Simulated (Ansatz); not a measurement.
**SnO (slab): density, localisation and related maps**

```yaml
crystal:
  lattice:
    - [3.82065, 0.00001, 0.00000]
    - [-0.00001, 3.82065, 0.00000]
    - [0.00000, 0.00000, 22.22801]
  atoms:
    - { symbol: Sn, position: [0.99985, 0.99985, 0.20245] }
    - { symbol: O, position: [0.99985, 0.49985, 0.25560] }
    - { symbol: O, position: [0.49985, 0.99985, 0.25560] }
    - { symbol: Sn, position: [0.49985, 0.49985, 0.30875] }
    - { symbol: Sn, position: [0.49985, 0.66652, 0.50472] }
    - { symbol: O, position: [0.49985, 0.16652, 0.55787] }
    - { symbol: O, position: [0.99985, 0.66652, 0.55787] }
    - { symbol: Sn, position: [0.99985, 0.16651, 0.61102] }
```

Computed with DFT PBE+D3(BJ), scalar-relativistic, plane waves, PAW (Ansatz 0.2.0).

In a PAW calculation such maps are meaningful between the atoms, not at the nuclei.

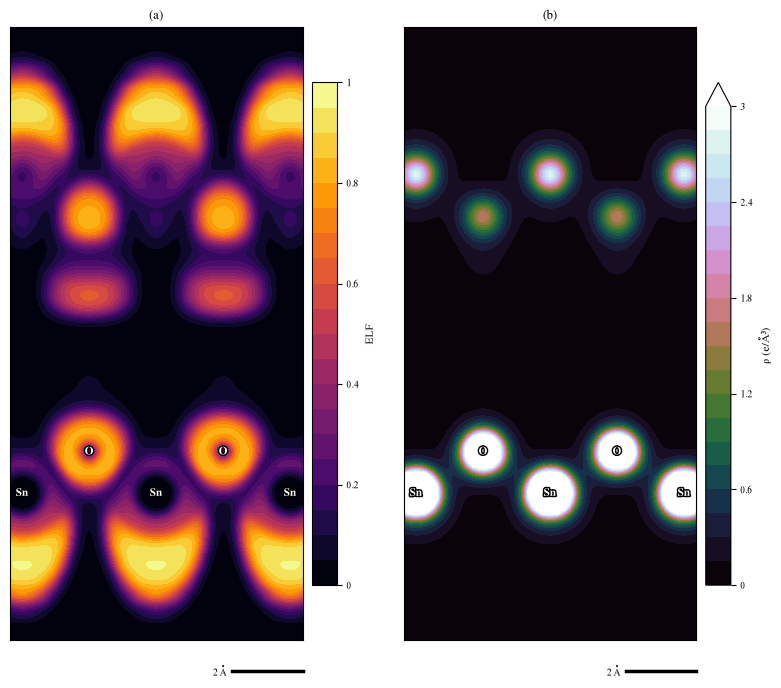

Figure 1. (a) electron localisation function; (b) valence pseudo-density on the (010) plane of the calculation cell, a cut from vacuum to vacuum.

> Interpret the plot.

Atoms in the plane: Sn and O. Atoms just off the plane (Sn, 0.6 Å away and O, 0.6 Å away) can leave unmarked features too. Sn–O (2.25 Å): the density is about 0.45 e/Å³ at the midpoint; the ELF peaks at about 0.85 in the valence shell of O, 0.6 Å from its nucleus, and is about 0.20 at the midpoint: no shared electron pair shows on this line. The density dies away to nearly zero in the vacuum.

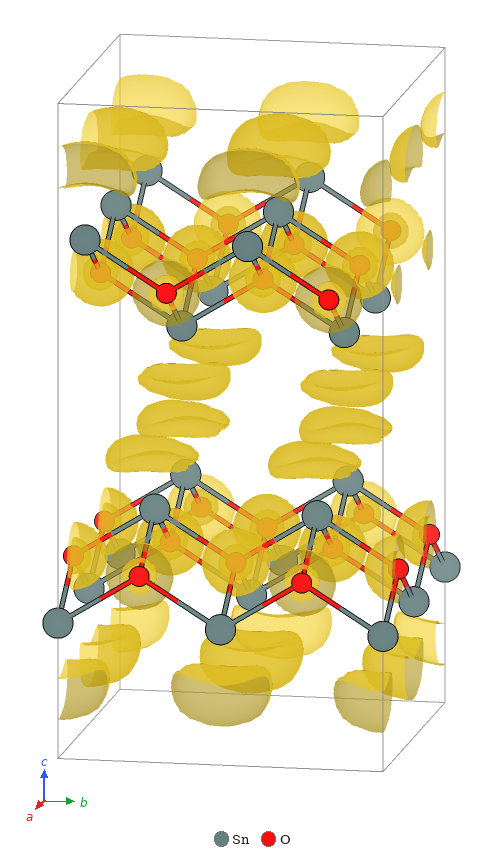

Figure 2. Isosurface of the electron localisation function at 0.75 (yellow), seen slightly off an axis. Only the valence region is drawn (cores and ρ < 0.01 e/Å³ removed). Sticks mark near contacts.

> Describe the localisation domains.

The ELF exceeds this value in four lobes on Sn, pointing away from the bonds (lone pairs) and four regions wrapped around O (the valence shell of each), counted in one cell of 8 atoms. Counts are for one cell; the picture repeats the cell along the surface.

> Does the calculation make it a metal, or give it a gap?

It is gapped, with a Kohn–Sham gap of 2.5 eV on the k-point mesh (the band edges may lie off the mesh, which would make the gap smaller).
